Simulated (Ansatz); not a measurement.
**SiO$_{2}$: density, localisation and related maps**

Input file:

```
crystal:
  lattice:
    - [5.142730215, -5.996984475, 0.0]
    - [5.142730215, 5.996984475, 0.0]
    - [0.0, 0.0, 10.06611816]
  atoms:
    - { symbol: Si, position: [0.82107849, 0.39116441, 0.34897135] }
    - { symbol: Si, position: [0.60883559, 0.17892151, 0.15102865] }
    - { symbol: Si, position: [0.39116441, 0.82107849, 0.15102865] }
    - { symbol: Si, position: [0.17892151, 0.60883559, 0.34897135] }
    - { symbol: Si, position: [0.17892151, 0.60883559, 0.65102865] }
    - { symbol: Si, position: [0.39116441, 0.82107849, 0.84897135] }
    - { symbol: Si, position: [0.60883559, 0.17892151, 0.84897135] }
    - { symbol: Si, position: [0.82107849, 0.39116441, 0.65102865] }
    - { symbol: Si, position: [0.5, 0.5, 0.25] }
    - { symbol: Si, position: [0.5, 0.5, 0.75] }
    - { symbol: O, position: [0.67042982, 0.50964192, 0.34067416] }
    - { symbol: O, position: [0.49035808, 0.32957018, 0.15932584] }
    - { symbol: O, position: [0.50964192, 0.67042982, 0.15932584] }
    - { symbol: O, position: [0.32957018, 0.49035808, 0.34067416] }
    - { symbol: O, position: [0.32957018, 0.49035808, 0.65932584] }
    - { symbol: O, position: [0.50964192, 0.67042982, 0.84067416] }
    - { symbol: O, position: [0.49035808, 0.32957018, 0.84067416] }
    - { symbol: O, position: [0.67042982, 0.50964192, 0.65932584] }
    - { symbol: O, position: [0.83780063, 0.32657871, 0.5] }
    - { symbol: O, position: [0.67342129, 0.16219937, 0.0] }
    - { symbol: O, position: [0.32657871, 0.83780063, 0.0] }
    - { symbol: O, position: [0.16219937, 0.67342129, 0.5] }
    - { symbol: O, position: [0.77057095, 0.22942905, 0.25] }
    - { symbol: O, position: [0.22942905, 0.77057095, 0.25] }
    - { symbol: O, position: [0.22942905, 0.77057095, 0.75] }
    - { symbol: O, position: [0.77057095, 0.22942905, 0.75] }
    - { symbol: O, position: [0.0, 0.5, 0.30209248] }
    - { symbol: O, position: [0.5, 0.0, 0.19790752] }
    - { symbol: O, position: [0.0, 0.5, 0.69790752] }
    - { symbol: O, position: [0.5, 0.0, 0.80209248] }
kpoints:
  mp_grid: { grid: [3, 3, 3] }
scf:
  occupations: { method: fermi_dirac, width: 0.02 }
hamiltonian:
  xc: pbe
  pseudopotentials: { kind: paw }
output:
  forces: true
  stress: true
  populations: true
  efg: { quadrupole_moments_barn: { O: -0.02558 }, contact_densities: true }
  write_density: true
  write_potential: true
  elf: true
  volumetric_format: npy
```

Run with:

```sh
ansatz run input.yaml --threads 1 --pin off --max-ram 2560MiB --backend cpu --events-out ev --progress --plain --runs-dir out
```

Below, planes, directions and counts refer to the conventional cell (a = 10.29 Å, b = 11.99 Å, c = 10.07 Å, α = 90.00°, β = 90.00°, γ = 90.00°).

Space group Cccm; a structure from a database of computed crystals, not necessarily the ambient phase; not relaxed (largest force 0.5 eV/Å); computed pressure about 3 GPa in this cell.

Method: Ansatz 0.2.0, DFT, PBE, plane-wave PAW, default files, scalar-relativistic.

In a PAW calculation such maps are meaningful between the atoms, not at the nuclei.

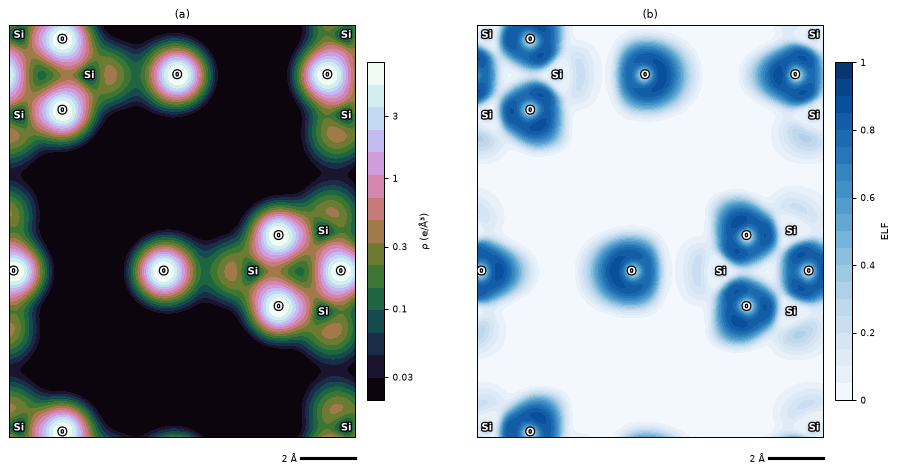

Figure 1. (a) valence pseudo-density; (b) ELF on the (101̄) plane of the conventional cell.

Q: What does the map show?

A:
- Atoms in the plane: Si and O.
- Si–O (1.62 Å): ρ is about 1.2 e/Å³ halfway; the ELF peaks at about 0.85 between the atoms, as expected for a polar covalent bond.
- The density dies away to nearly zero in the voids.
- The ELF also peaks beside O, away from the bonds: lone-pair regions.

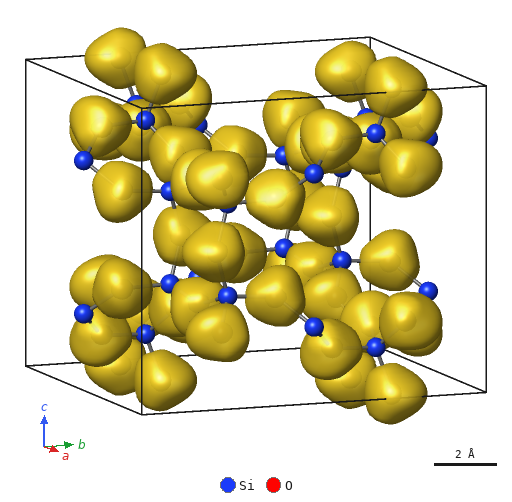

Figure 2. Isosurface of the electron localisation function at 0.65 (yellow), seen slightly off an axis. Only the valence region is drawn (cores and ρ < 0.01 e/Å³ removed). Sticks mark near contacts.

Q: Where are the electrons localised?

A: At this value the surface marks out 40 regions on O in which the atom's valence shell and bonds are merged, counted in one cell of 60 atoms. Any copies at cell faces, edges or corners count once.


Si–O (1.61 Å): the ELF peaks at about 0.85 between the atoms (a shared but strongly polarised pair).

Q: Does the calculation give a band gap?

A: It is gapped, with a Kohn–Sham gap of 5.8 eV on the k-point mesh, an upper bound to the gap of this method.
